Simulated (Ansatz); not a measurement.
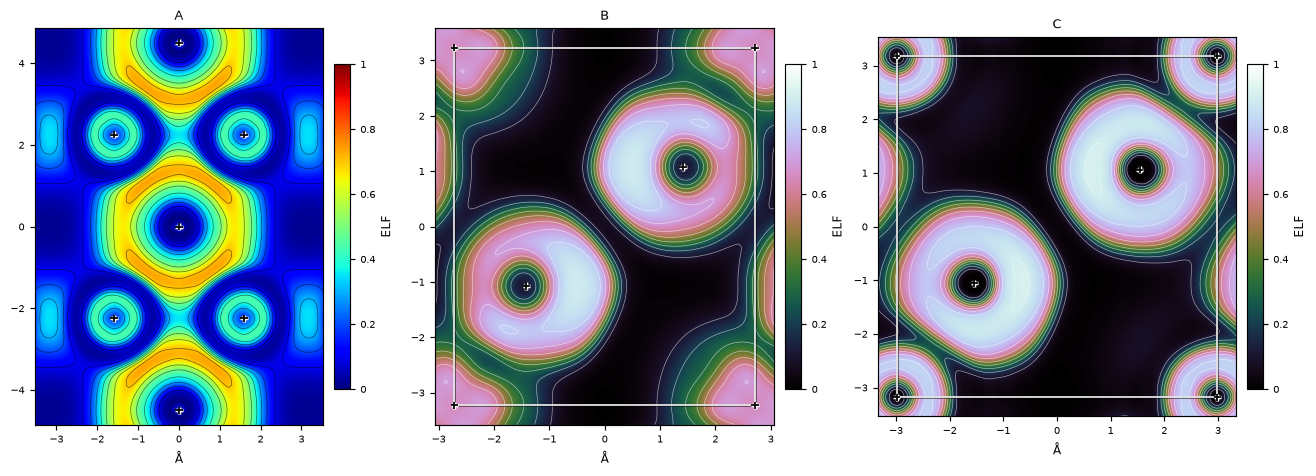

The electron localisation function of 3 systems, each on a plane through atoms (crosses mark nuclei in the plane).

Level of theory: DFT, r2SCAN, plane waves, PAW (Ansatz).

System 1: PtSe$_{2}$, the (110) plane of the conventional cell. Space group P-3m1; started from the 1T (CdI2) bulk prototype, which need not be the ambient phase; changed on purpose from its base cell (uniaxial z strain +3.0%).

```
Pt Se
1.0
     3.72865    0.00000    0.00000
    -1.86433    3.22911    0.00000
     0.00000    0.00000    5.43547
Pt Se
1 2
Direct
  0.00000 0.00000 0.00000
  0.33333 0.66667 0.23962
  0.66667 0.33333 0.76038
```

System 2: Mg$_{2}$Ge, the (110) plane of the conventional cell. Space group Fm-3m; started from the antifluorite prototype, which need not be the ambient phase.

```
Ge Mg
1.0
     6.36620    0.00000    0.00000
     0.00000    6.36620    0.00000
     0.00000    0.00000    6.36620
Ge Mg
4 8
Cartesian
  0.0000 0.0000 0.0000
  3.1831 3.1831 0.0000
  3.1831 0.0000 3.1831
  0.0000 3.1831 3.1831
  1.5916 1.5916 1.5916
  4.7747 4.7747 1.5916
  4.7747 1.5916 4.7747
  1.5916 4.7747 4.7747
  4.7747 1.5916 1.5916
  1.5916 4.7747 1.5916
  1.5916 1.5916 4.7747
  4.7747 4.7747 4.7747
```

System 3: ZrS$_{2}$, the (110) plane of the conventional cell. Space group P-3m1; started from the 1T (CdI2) bulk prototype, which need not be the ambient phase; changed on purpose from its base cell (uniaxial z strain +2.0%).

Which map belongs to which system?

Panel A is system 2, Mg$_{2}$Ge: the plane holds Ge and Mg. Mg–Ge (2.76 Å): the ELF peaks at about 0.75 in the valence shell of Ge, 1.3 Å from its nucleus, and is about 0.75 at the midpoint. Panel B is system 1, PtSe$_{2}$: the plane holds Pt and Se. Pt–Se (2.52 Å): the ELF is about 0.50 at the midpoint. Panel C is system 3, ZrS$_{2}$: the plane holds Zr and S. Zr–S (2.57 Å): the ELF peaks at about 0.85 in the valence shell of S, 0.8 Å from its nucleus, and is about 0.40 at the midpoint.
